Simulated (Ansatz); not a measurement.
**Energy of Mo along a strain of the cell**

System: Mo (Fmmm, 1 atom in the cell).
Method: DFT PBE, scalar-relativistic, plane waves, PAW, no spin polarisation (Ansatz 0.2.0).

The 6 runs differ only in the geometry, by a strain of the cell at fixed fractional positions. Against run 4, the strain is εxx = −0.01 η and εxz = η. The structure derives from an entry of the Crystallography Open Database.

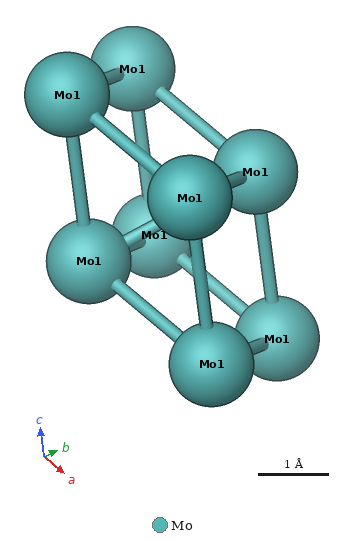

Figure 1. The structure of run 4 (ball-and-stick view of the cell of the calculation, seen slightly off an axis; atoms are numbered from 1 in the order of the input). An atom can appear more than once, as a periodic image.

**Input of run 4**
```yaml
crystal:
  lattice:
    - [-1.563145, 1.571, 1.563145]
    - [1.578855, -1.571, 1.578855]
    - [1.563145, 1.571, -1.563145]
  atoms:
    - { symbol: Mo, position: [0.0, 0.0, 0.0] }
basis:
  ecutwfc: 420
kpoints:
  mp_grid: { grid: [22, 22, 22] }
hamiltonian:
  xc: pbe
scf:
  occupations: { method: gaussian, width: 0.15 }
output:
  forces: true
  stress: true
  eigenvalues: true
```

Command:
```bash
ansatz run input.yaml --threads 1 --pin off --max-ram 2560MiB --backend cpu --events-out ev --progress --plain --runs-dir out
```

Lattice vectors (Å) and fractional positions of run 4:
```
  -1.563145    1.571000    1.563145
   1.578855   -1.571000    1.578855
   1.563145    1.571000   -1.563145
Mo  0.000000  0.000000  0.000000
```

Run 2 differs from it as follows:
```diff
-    - [-1.563145, 1.571, 1.563145]
-    - [1.578855, -1.571, 1.578855]
-    - [1.563145, 1.571, -1.563145]
+    - [-1.58671, 1.571, 1.58671]
+    - [1.55529, -1.571, 1.55529]
+    - [1.58671, 1.571, -1.58671]
```

**Results, with one run withheld**

```tsv
run	strain parameter η (%)	free energy per atom, from the lowest run given (meV)	pressure (GPa)
1	−2.5001	8.23	5.15
2	−1.5000	?	?
3	−0.2500	0.00	4.82
4	0.0000	0.39	4.83
5	0.7500	3.11	4.95
6	1.0000	4.54	5.01
```

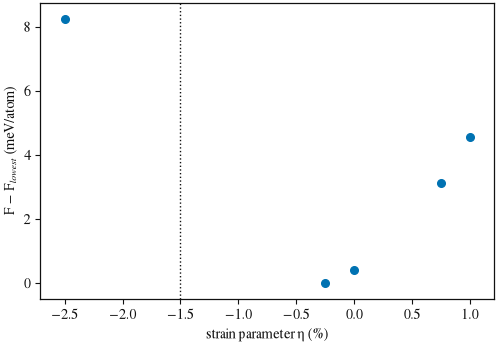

Figure 2. Free energy per atom of the runs given; the dotted line marks run 2.

Fit the runs given and predict run 2.

A cubic polynomial in the coordinate, fitted to the 5 runs given, misses them by under 0.01 meV per atom. With x = η + 0.2000, it reads F = 0.057736 + 1.2366 x + 2.0819 x² − 0.00019778 x³ (meV per atom). At run 2 it gives 1.97 meV per atom, and the run itself gives 1.94. The fit has its minimum at η = −0.4970 %.

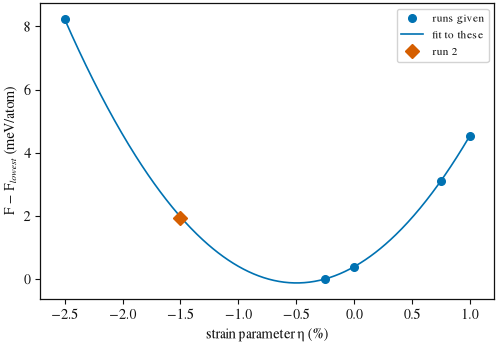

Figure 3. The fit and the withheld run.

**Output, shortened to warnings, some set-up lines, iterations and results (run 2)**
```
Basis set: ecut = 420 eV, 321 PW (Γ), exchange–correlation on 40×40×40 points (8 copies of the dense FFT grid, shifted against one another)
Symmetry: 8 space group operations
k-points: 1530 of 10648
Initial density: superposition of atomic densities (neutral atoms: chi_scale 0, normalization atom), corrected by the library's trained network
[...]
SCF iter   1: F=—  HF=-4956.018113 eV  |F-HF|=—  |Δ(HF+E_count)|=         —  Δρ=2.74e-3  dr2=5.78e-4  ethr=1.77e-3  ⟨swp⟩=5.0  Hψ=94733  notcnv=0
SCF iter   2: F=—  HF=-4956.018038 eV  |F-HF|=—  |Δ(HF+E_count)|=   7.53e-5  Δρ=1.34e-3  dr2=1.02e-4  ethr=4.13e-6  ⟨swp⟩=2.6  Hψ=37903  notcnv=0
SCF iter   3: F=—  HF=-4956.018051 eV  |F-HF|=—  |Δ(HF+E_count)|=   1.27e-5  Δρ=2.93e-4  dr2=9.28e-6  ethr=7.27e-7  ⟨swp⟩=2.0  Hψ=27466  notcnv=0
SCF iter   4: F=—  HF=-4956.018049 eV  |F-HF|=—  |Δ(HF+E_count)|=   1.52e-6  Δρ=5.59e-5  dr2=1.66e-7  ethr=6.63e-8  ⟨swp⟩=2.1  Hψ=21019  notcnv=0
SCF iter   5: F=-4956.018049 eV  HF=-4956.018049 eV  |F-HF|=2.36e-9  |Δ(HF+E_count)|=   2.07e-9  Δρ=1.05e-5  dr2=6.61e-9  ethr=1.19e-9  ⟨swp⟩=2.3  Hψ=26927  notcnv=0
SCF iter   6: F=-4956.018049 eV  HF=-4956.018049 eV  |F-HF|=6.90e-10  |Δ(HF+E_count)|=  1.64e-11  Δρ=4.48e-6  dr2=1.03e-9  ethr=4.72e-11  ⟨swp⟩=1.1  Hψ=51686  notcnv=0
SCF 1 converged in 6 iterations: F = -4956.018049 eV  dr2 = 1.03e-9
SCF converged after 6 iterations
Free energy (F): -4956.018049 eV
Harris-Foulkes:  -4956.018049 eV  (|F-HF|=6.90e-10)
Internal energy: -4956.010678 eV  (E = F + TS)
E sigma→0 (E₀):  -4956.014363 eV
Entropy (-TS):   -0.007372 eV (-7.372 meV/atom)
Fermi energy:    21.294764 eV
--- Per-component energies (eV) ---
  E_band       = -52.216616
  E_kinetic    = 441.443940
  E_local      = -778.240023  (includes V_loc(G=0)·N_el)
  E_nonlocal   = 142.665643
  E_hartree    = 257.625363
  E_xc         = -183.765428
  E_vxc        = -229.383830  (∫ρ·V_xc dr)
  E_paw        = -3201.264901  (= ΣΔE_a)
  E_vpaw       = -143.952423  (= ΣTr[D̂ρ^β])
  E_aug_tail   = 0.000043  (compensation charges beyond the density's cutoff)
  E_ewald      = -1634.475315
  E_smearing   = -0.007372  (= −TS)
  E_closure    = -0.000000  (closes the sum)
  Σ components = -4956.018049   (vs F -4956.018049, Δ=0.00e0)
--- Forces (eV/Å), atoms counted from 1 ---
  atom   1  Mo     0.00000000    -0.00000000    -0.00000000
  max |Σ_I F_I| component: 4.31e-32 eV/Å
--- Stress (GPa, compression-positive) ---
        4.880608      -0.000000       2.094247
       -0.000000       4.931672       0.000000
        2.094247       0.000000       4.880608
  P = ⅓ Tr σ = 4.8976 GPa (48.976 kbar)
```
